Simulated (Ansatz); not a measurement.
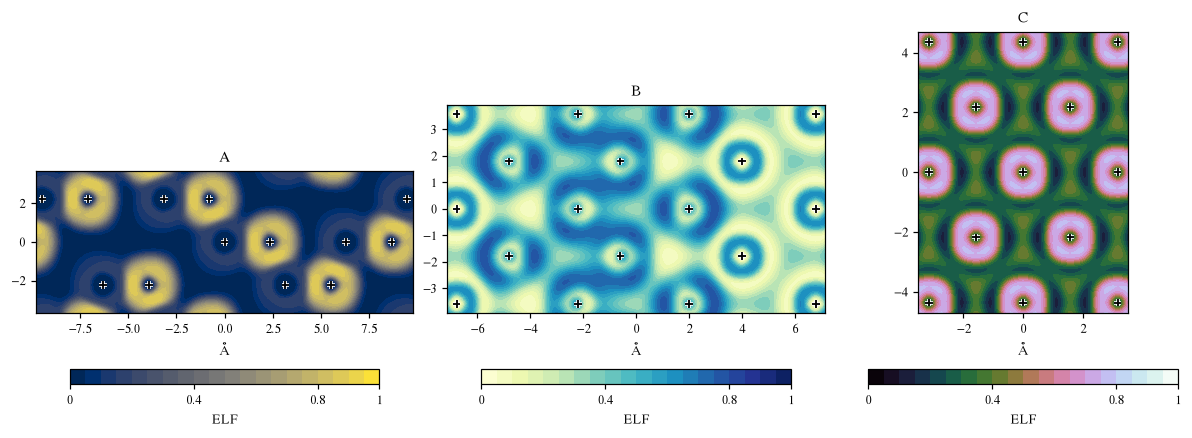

The ELF of 3 systems, each on a plane through atoms (crosses mark nuclei in the plane).

The calculation used Ansatz, DFT PBE, scalar-relativistic, plane waves, PAW.

System 1: Mo, the (011̄) plane of the conventional cell. Space group I4/mmm; changed on purpose from its base cell (strain +0.000 along x and y, -0.050 along z, atoms carried along); computed pressure about 15 GPa in this cell; computed without spin polarisation.

```
CELL_PARAMETERS angstrom
3.16044 0.00000 0.00000
0.00000 3.16044 0.00000
0.00000 0.00000 3.00242
ATOMIC_POSITIONS crystal
Mo 0.00000 0.00000 0.00000
Mo 0.50000 0.50000 0.50000
```

System 2: TiSi2, the (100) plane of the conventional cell. Space group Cmcm; a structure from a database of computed crystals, not necessarily the ambient phase; computed without spin polarisation.

System 3: ZnS, the (110) plane of the conventional cell. Space group P6₃mc; a structure from a database of computed crystals, not necessarily the ambient phase.

> Match each panel to its system.

Panel A is system 3, ZnS: the plane holds Zn and S. Zn–S (2.36 Å): the ELF peaks at about 0.90 in the valence shell of S, 0.8 Å from its nucleus, and is about 0.55 at the midpoint. Panel B is system 2, TiSi2: the plane holds Ti and Si. Si–Si (2.40 Å): the ELF peaks at about 0.70 between the atoms. Panel C is system 1, Mo: the plane holds Mo. Mo–Mo (2.69 Å): the ELF is about 0.30 at the midpoint; no shared electron pair shows on this line.
